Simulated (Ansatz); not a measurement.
# Geometry relaxation, with input and output: Ti₃Si (part 2 of 2)

Ti₃Si (P6₃/mmc, 8 atoms in the cell); DFT LDA, scalar-relativistic, plane waves, PAW, no spin polarisation (Ansatz 0.2.0); cutoff 420 eV, 6×6×8 k-mesh, Gaussian smearing of 0.1 eV. The structure derives from a Materials Project entry.

Geometry of the input (Å; fractional positions):
```
5.6313  0.0000  0.0000
-2.8157  4.8769  0.0000
0.0000  0.0000  4.5055
Ti 0.3436  0.1718  0.7500
Ti 0.8282  0.1718  0.7500
Ti 0.8282  0.6564  0.7500
Ti 0.6564  0.8282  0.2500
Ti 0.1718  0.8282  0.2500
Ti 0.1718  0.3436  0.2500
Si 0.3333  0.6667  0.7500
Si 0.6667  0.3333  0.2500
```

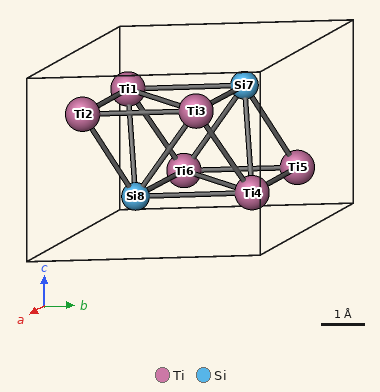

*The geometry at step 3 of the log (ball-and-stick view of the cell of the calculation, seen slightly off an axis; atoms are numbered from 1 in the order of the input).*

## The program's output, continued
```
Crystal: 8 atoms, lattice volume = 117.126 Å³
iter 1 solved again at ethr=1.82e-7 eV; its pass at ethr=3.10e-3 eV (dr2=1.45e-4 eV) is discarded
SCF iter   1: F=—  HF=-15923.375639 eV  |F-HF|=—  |Δ(HF+E_count)|=         —  Δρ=2.08e-4  dr2=1.47e-4  ethr=1.82e-7  ⟨swp⟩=2.0  Hψ=6337  notcnv=0
preconditioner: auto → Kerker (q_TF=auto, 2.560 Å⁻¹)  [metal: Δε(μ)=0.010 eV  Ē_g=3.778 eV  σ=0.100 eV  W_gap=0.05  n_scr=26 (ndim 8)  ℏωp=19.4 eV  f_vac=0.000  D(μ)=7.18/eV (n_scr^D=70)]
SCF iter   2: F=—  HF=-15923.375624 eV  |F-HF|=—  |Δ(HF+E_count)|=   1.47e-5  Δρ=1.30e-4  dr2=6.69e-5  ethr=1.82e-7  ⟨swp⟩=1.2  Hψ=1686  notcnv=0
SCF iter   3: F=—  HF=-15923.375605 eV  |F-HF|=—  |Δ(HF+E_count)|=   1.87e-5  Δρ=1.90e-5  dr2=2.84e-7  ethr=8.36e-8  ⟨swp⟩=2.0  Hψ=2207  notcnv=0
SCF iter   4: F=—  HF=-15923.375597 eV  |F-HF|=—  |Δ(HF+E_count)|=   8.63e-6  Δρ=5.06e-6  dr2=4.57e-8  ethr=3.55e-10  ⟨swp⟩=2.0  Hψ=2440  notcnv=0
iter 5 did not close the SCF: its close was put off for the readings that it lacked (scf_convergence_deferred on its scf_iter line)
SCF iter   5: F=-15923.375597 eV  HF=-15923.375597 eV  |F-HF|=2.31e-9  |Δ(HF+E_count)|=   1.19e-8  Δρ=1.37e-6  dr2=3.39e-9  ethr=5.72e-11  ⟨swp⟩=2.0  Hψ=2171  notcnv=0
SCF iter   6: F=-15923.375597 eV  HF=-15923.375597 eV  |F-HF|=8.55e-11  |Δ(HF+E_count)|=   1.04e-9  Δρ=3.18e-7  dr2=1.15e-10  ethr=4.24e-12  ⟨swp⟩=4.5  Hψ=8209  notcnv=0
SCF 5 converged in 6 iterations: F = -15923.375597 eV  dr2 = 1.15e-10
relax step   5: F+E_penalty+E_count = -15923.37559674 eV  Δ(F+E_penalty+E_count) = -1.062e-4 eV  max|allowed force component| = 6.216e-4 eV/Å  Δτ_max = 0.0012 Å  P = +0.002 GPa  Ω = 117.126 Å³  energy of the carried Pulay correction = +1.948e-3 eV  (6 SCF iters, dr2 threshold 2.59e-8 eV, accepted)
Initial wavefunctions: pseudopotential atomic-orbital guess (no wavefunctions were taken with the density)
iter 1 solved again at ethr=4.46e-7 eV; its pass at ethr=3.10e-3 eV (dr2=3.57e-4 eV) is discarded
SCF iter   1: F=—  HF=-15923.374198 eV  |F-HF|=—  |Δ(HF+E_count)|=         —  Δρ=4.37e-5  dr2=2.39e-7  ethr=4.46e-7  ⟨swp⟩=3.3  Hψ=10483  notcnv=0
eigensolver tolerance schedule: the retry pair's looser diagonalisation over-reported the residual by 1494.69 of it (diagonalisation noise at 0.27 of the residual, at the tolerance the schedule requests for it); recorded, not acted on — ethr = c·dr2/N_el stays at c = 1.0e-1
preconditioner: auto → Kerker (q_TF=auto, 2.560 Å⁻¹)  [metal: Δε(μ)=0.010 eV  Ē_g=3.777 eV  σ=0.100 eV  W_gap=0.06  n_scr=26 (ndim 8)  ℏωp=19.4 eV  f_vac=0.000  D(μ)=7.18/eV (n_scr^D=70)]
SCF iter   2: F=—  HF=-15923.374195 eV  |F-HF|=—  |Δ(HF+E_count)|=   3.03e-6  Δρ=2.63e-5  dr2=2.41e-7  ethr=2.98e-10  ⟨swp⟩=2.3  Hψ=3126  notcnv=0
SCF iter   3: F=—  HF=-15923.374196 eV  |F-HF|=—  |Δ(HF+E_count)|=   1.77e-7  Δρ=2.24e-6  dr2=7.94e-10  ethr=2.98e-10  ⟨swp⟩=2.0  Hψ=2106  notcnv=0
SCF iter   4: F=—  HF=-15923.374196 eV  |F-HF|=—  |Δ(HF+E_count)|=   2.08e-9  Δρ=3.33e-7  dr2=7.65e-11  ethr=1.00e-12  ⟨swp⟩=2.0  Hψ=3120  notcnv=0
iter 5 did not close the SCF: its close was put off for the readings that it lacked (scf_convergence_deferred on its scf_iter line)
SCF iter   5: F=-15923.374196 eV  HF=-15923.374196 eV  |F-HF|=3.64e-12  |Δ(HF+E_count)|=  5.46e-10  Δρ=9.06e-8  dr2=8.03e-12  ethr=1.00e-12  ⟨swp⟩=2.0  Hψ=1950  notcnv=0
SCF iter   6: F=-15923.374196 eV  HF=-15923.374196 eV  |F-HF|=3.64e-12  |Δ(HF+E_count)|=  7.28e-12  Δρ=1.30e-8  dr2=1.94e-13  ethr=1.00e-12  ⟨swp⟩=4.4  Hψ=6357  notcnv=0
SCF 6 converged in 6 iterations: F = -15923.374196 eV  dr2 = 1.94e-13
relax step   6: F+E_penalty+E_count = -15923.37419559 eV  Δ(F+E_penalty+E_count) = +1.401e-3 eV  max|allowed force component| = 5.196e-4 eV/Å  Δτ_max = 0.0000 Å  P = -0.021 GPa  Ω = 117.126 Å³  stress off target by 2.22e-2 GPa  SCF on the basis re-selected at this cell (its energy is not comparable with the rows above)  (6 SCF iters)
basis re-selected at this cell: Δ(F+E_penalty+E_count) = +1.401e-3 eV, ΔP = -0.023 GPa vs the last step (what re-selecting the basis moved, of the pressure what is left beyond the Pulay correction that the steps carried, after the strain that the cell walked since its last selection, with what the two solves' SCF thresholds leave and, on support functions, any second-order correction that the steps lacked; it is no measure of the basis error at this ecutwfc). The dense FFT grid was sized anew with the basis: this SCF ran on 40×40×30 points, the steps before it on 40×40×32, so part of this shift can come from that change (see relax.cell in the input reference). This SCF's stress stands 2.22e-2 GPa from its target on what of the cell is left free (relax.cell.stress_tol is 5.00e-2 GPa) and its largest allowed force component is 5.20e-4 eV/Å (relax.f_tol is 5.00e-3 eV/Å): within both
SCF converged after 6 iterations
Free energy (F): -15923.374196 eV
Harris-Foulkes:  -15923.374196 eV  (|F-HF|=3.64e-12)
Internal energy: -15923.338280 eV  (E = F + TS)
E sigma→0 (E₀):  -15923.356238 eV
Entropy (-TS):   -0.035916 eV (-4.489 meV/atom)
Fermi energy:    14.416781 eV
--- Per-component energies (eV) ---
  E_band       = -778.463575
  E_kinetic    = 1738.904198
  E_local      = -5044.322342  (includes V_loc(G=0)·N_el)
  E_nonlocal   = 127.853062
  E_hartree    = 2138.692819
  E_xc         = -698.932182
  E_vxc        = -836.445234  (∫ρ·V_xc dr)
  E_paw        = -6970.186354  (= ΣΔE_a)
  E_vpaw       = -1041.839512  (= ΣTr[D̂ρ^β])
  E_aug_tail   = 0.000605  (compensation charges beyond the density's cutoff)
  E_ewald      = -7217.472449
  E_core_change = 2.124363  (= ΣΔE_core)
  E_smearing   = -0.035916  (= −TS)
  E_closure    = 0.000000  (closes the sum)
  Σ components = -15923.374196   (vs F -15923.374196, Δ=0.00e0)
--- Forces (eV/Å), atoms counted from 1 ---
  atom   1  Ti     0.00045001     0.00025982     0.00000000
  atom   2  Ti    -0.00045001     0.00025982     0.00000000
  atom   3  Ti     0.00000000    -0.00051963     0.00000000
  atom   4  Ti    -0.00045001    -0.00025982     0.00000000
  atom   5  Ti     0.00045001    -0.00025982     0.00000000
  atom   6  Ti    -0.00000000     0.00051963     0.00000000
  atom   7  Si    -0.00000000    -0.00000000     0.00000000
  atom   8  Si     0.00000000     0.00000000     0.00000000
  max |Σ_I F_I| component: 1.39e-17 eV/Å
--- Stress (GPa, compression-positive) ---
       -0.022190       0.000000       0.000000
       -0.000000      -0.022190       0.000000
        0.000000       0.000000      -0.019625
  P = ⅓ Tr σ = -0.0213 GPa (-0.213 kbar)
--- Band table (eV; the first three rows and the last of 35) ---
  k-point 0: bands = ["-41.6014", "-41.4408", "-41.4342", "-41.4342", "-41.3580", "-41.3580", "-18.5539", "-18.5312", "-18.3581", "-18.3575", "-18.3575", "-18.2667", "-18.2667", "-18.2271", "-18.2271", "-18.0475", "-17.8872", "-17.8872", "-17.8025", "-17.7838", "-17.6650", "-17.6650", "-17.6581", "-17.6581", "4.6019", "6.6014", "10.7332", "11.1944", "11.1944", "11.4730", "11.4730", "11.5975", "12.1975", "12.5418", "12.5776", "12.5776", "12.9587", "12.9587", "13.8182", "14.2930", "14.9150", "14.9150", "14.9368", "15.0068", "15.0068", "16.2528", "16.2528", "16.3981"]
  k-point 1: bands = ["-41.5953", "-41.4469", "-41.4313", "-41.4313", "-41.3609", "-41.3609", "-18.5510", "-18.5264", "-18.4013", "-18.4013", "-18.3437", "-18.2926", "-18.2926", "-18.1657", "-18.1657", "-18.0377", "-17.8771", "-17.8771", "-17.8270", "-17.7940", "-17.6651", "-17.6651", "-17.6592", "-17.6592", "4.7083", "6.5564", "10.8414", "11.2117", "11.2178", "11.2178", "11.5914", "11.5914", "12.0155", "12.6488", "12.6488", "12.8264", "12.8264", "12.8724", "13.8319", "14.4104", "14.8513", "14.8513", "15.0373", "15.0561", "15.0561", "16.2478", "16.2949", "16.2949"]
  k-point 2: bands = ["-41.5780", "-41.4645", "-41.4230", "-41.4230", "-41.3691", "-41.3691", "-18.5431", "-18.5187", "-18.4531", "-18.4531", "-18.3521", "-18.3521", "-18.2966", "-18.0643", "-18.0643", "-18.0096", "-17.8958", "-17.8616", "-17.8616", "-17.8231", "-17.6660", "-17.6660", "-17.6621", "-17.6621", "5.0053", "6.4263", "10.6536", "10.8497", "11.2979", "11.2979", "11.9126", "11.9126", "11.9305", "12.5278", "12.5278", "12.8420", "12.8420", "13.2998", "13.8664", "14.5732", "14.6866", "14.6866", "15.0497", "15.0497", "15.3325", "15.9258", "16.2818", "16.2818"]
  k-point 34: bands = ["-41.4794", "-41.4794", "-41.4387", "-41.4387", "-41.3962", "-41.3962", "-18.4408", "-18.4408", "-18.3504", "-18.3504", "-18.2643", "-18.2643", "-18.1272", "-18.1272", "-18.1194", "-18.1194", "-17.9651", "-17.9651", "-17.8419", "-17.8419", "-17.8134", "-17.8134", "-17.7074", "-17.7074", "6.4583", "6.4583", "9.6130", "9.6130", "10.6862", "10.6862", "12.0756", "12.0756", "12.4217", "12.4217", "13.7172", "13.7172", "13.7728", "13.7728", "13.9599", "13.9599", "14.7772", "14.7772", "15.1023", "15.1023", "15.2537", "15.2537", "15.7275", "15.7275"]
--- Relaxed structure (5 steps of the walk, 5 accepted, 1 SCFs on fresh bases) ---
  F+E_penalty+E_count = -15923.37419559 eV   max|allowed force component| = 5.196e-4 eV/Å   (the final SCF, on the basis selected at the relaxed cell)
  cell:  # Å, volume = 117.1265 Å³
    - [5.520118659721911, 0.0, 0.0]
    - [-2.7600593298609555, 4.780562991223682, 0.0]
    - [0.0, 0.0, 4.438411524763604]
  atoms:
    - { symbol: Ti, position: [0.3432107316749884, 0.1716053658374942, 0.7499999999999999] }
    - { symbol: Ti, position: [0.8283946341625057, 0.1716053658374942, 0.7499999999999999] }
    - { symbol: Ti, position: [0.8283946341625057, 0.6567892683250115, 0.7499999999999999] }
    - { symbol: Ti, position: [0.6567892683250116, 0.8283946341625058, 0.25] }
    - { symbol: Ti, position: [0.17160536583749422, 0.8283946341625058, 0.25] }
    - { symbol: Ti, position: [0.1716053658374942, 0.3432107316749884, 0.25] }
    - { symbol: Si, position: [0.3333333333333333, 0.6666666666666666, 0.7499999999999999] }
    - { symbol: Si, position: [0.6666666666666666, 0.3333333333333333, 0.25] }
```

## Trajectory as extended XYZ (Å, eV, eV/Å), 6 frames, from step=1 to step=6
```
8
Lattice="5.6313 0.0000 0.0000 -2.8157 4.8769 0.0000 0.0000 0.0000 4.5055" Properties=species:S:1:pos:R:3:forces:R:3 step=1 energy=-15923.21265 pressure_GPa=-7.48
Ti    1.4512    0.8378    3.3791   -0.0052  -0.0030   0.0000
Ti    4.1801    0.8378    3.3791    0.0052  -0.0030   0.0000
Ti    2.8157    3.2012    3.3791    0.0000   0.0060   0.0000
Ti    1.3645    4.0390    1.1264    0.0052   0.0030   0.0000
Ti   -1.3645    4.0390    1.1264   -0.0052   0.0030   0.0000
Ti    0.0000    1.6757    1.1264    0.0000  -0.0060   0.0000
Si    0.0000    3.2512    3.3791    0.0000   0.0000   0.0000
Si    2.8157    1.6256    1.1264    0.0000   0.0000   0.0000
8
Lattice="5.4374 0.0000 0.0000 -2.7187 4.7089 0.0000 0.0000 0.0000 4.3844" Properties=species:S:1:pos:R:3:forces:R:3 step=2 energy=-15923.25943 pressure_GPa=6.93
Ti    1.3834    0.7987    3.2883    0.2594   0.1498   0.0000
Ti    4.0540    0.7987    3.2883   -0.2594   0.1498   0.0000
Ti    2.7187    3.1115    3.2883    0.0000  -0.2995   0.0000
Ti    1.3353    3.9102    1.0961   -0.2594  -0.1498   0.0000
Ti   -1.3353    3.9102    1.0961    0.2594  -0.1498   0.0000
Ti    0.0000    1.5974    1.0961    0.0000   0.2995   0.0000
Si    0.0000    3.1393    3.2883    0.0000   0.0000   0.0000
Si    2.7187    1.5696    1.0961    0.0000   0.0000   0.0000
8
Lattice="5.5280 0.0000 0.0000 -2.7640 4.7874 0.0000 0.0000 0.0000 4.4419" Properties=species:S:1:pos:R:3:forces:R:3 step=3 energy=-15923.37456 pressure_GPa=-0.54
Ti    1.4213    0.8206    3.3314    0.0253   0.0146   0.0000
Ti    4.1067    0.8206    3.3314   -0.0253   0.0146   0.0000
Ti    2.7640    3.1462    3.3314    0.0000  -0.0292   0.0000
Ti    1.3427    3.9668    1.1105   -0.0253  -0.0146   0.0000
Ti   -1.3427    3.9668    1.1105    0.0253  -0.0146   0.0000
Ti    0.0000    1.6412    1.1105    0.0000   0.0292   0.0000
Si    0.0000    3.1916    3.3314    0.0000   0.0000   0.0000
Si    2.7640    1.5958    1.1105    0.0000   0.0000   0.0000
8
Lattice="5.5218 0.0000 0.0000 -2.7609 4.7820 0.0000 0.0000 0.0000 4.4381" Properties=species:S:1:pos:R:3:forces:R:3 step=4 energy=-15923.37549 pressure_GPa=-0.08
Ti    1.4203    0.8200    3.3286    0.0156   0.0090   0.0000
Ti    4.1015    0.8200    3.3286   -0.0156   0.0090   0.0000
Ti    2.7609    3.1419    3.3286    0.0000  -0.0180   0.0000
Ti    1.3406    3.9620    1.1095   -0.0156  -0.0090   0.0000
Ti   -1.3406    3.9620    1.1095    0.0156  -0.0090   0.0000
Ti    0.0000    1.6401    1.1095    0.0000   0.0180   0.0000
Si    0.0000    3.1880    3.3286    0.0000   0.0000   0.0000
Si    2.7609    1.5940    1.1095    0.0000   0.0000   0.0000
8
Lattice="5.5201 0.0000 0.0000 -2.7601 4.7806 0.0000 0.0000 0.0000 4.4384" Properties=species:S:1:pos:R:3:forces:R:3 step=5 energy=-15923.37560 pressure_GPa=0.00
Ti    1.4209    0.8204    3.3288    0.0005   0.0003   0.0000
Ti    4.0992    0.8204    3.3288   -0.0005   0.0003   0.0000
Ti    2.7601    3.1398    3.3288    0.0000  -0.0006   0.0000
Ti    1.3391    3.9602    1.1096   -0.0005  -0.0003   0.0000
Ti   -1.3391    3.9602    1.1096    0.0005  -0.0003   0.0000
Ti    0.0000    1.6407    1.1096    0.0000   0.0006   0.0000
Si    0.0000    3.1870    3.3288    0.0000   0.0000   0.0000
Si    2.7601    1.5935    1.1096    0.0000   0.0000   0.0000
8
Lattice="5.5201 0.0000 0.0000 -2.7601 4.7806 0.0000 0.0000 0.0000 4.4384" Properties=species:S:1:pos:R:3:forces:R:3 step=6 energy=-15923.37420 pressure_GPa=-0.02
Ti    1.4209    0.8204    3.3288    0.0004   0.0003   0.0000
Ti    4.0992    0.8204    3.3288   -0.0004   0.0003   0.0000
Ti    2.7601    3.1398    3.3288    0.0000  -0.0005   0.0000
Ti    1.3391    3.9602    1.1096   -0.0004  -0.0003   0.0000
Ti   -1.3391    3.9602    1.1096    0.0004  -0.0003   0.0000
Ti    0.0000    1.6407    1.1096    0.0000   0.0005   0.0000
Si    0.0000    3.1870    3.3288    0.0000   0.0000   0.0000
Si    2.7601    1.5935    1.1096    0.0000   0.0000   0.0000
```

## Key numbers

- outcome: converged
- space group (tolerance 0.01 Å): P6₃/mmc (194)
- electrons treated: 80
- free energy: −15923.3742 eV
- Fermi energy: 14.417 eV
- gap on the k-point mesh: none (metallic)
- pressure: −0.02 GPa
- final volume: 117.13 Å³
- largest force (length of the vector) at the end: 0.001 eV/Å
- final cell: a = 5.520 Å, b = 5.520 Å, c = 4.438 Å, α = 90.00°, β = 90.00°, γ = 120.00°
- hardware: 4 threads of Intel Xeon @ 2.50GHz (Skylake/Cascade Lake), 189 GiB of memory available, shared host
- wall time: 54 s (CPU time 2.9 min)
- peak memory: 0.6 GiB
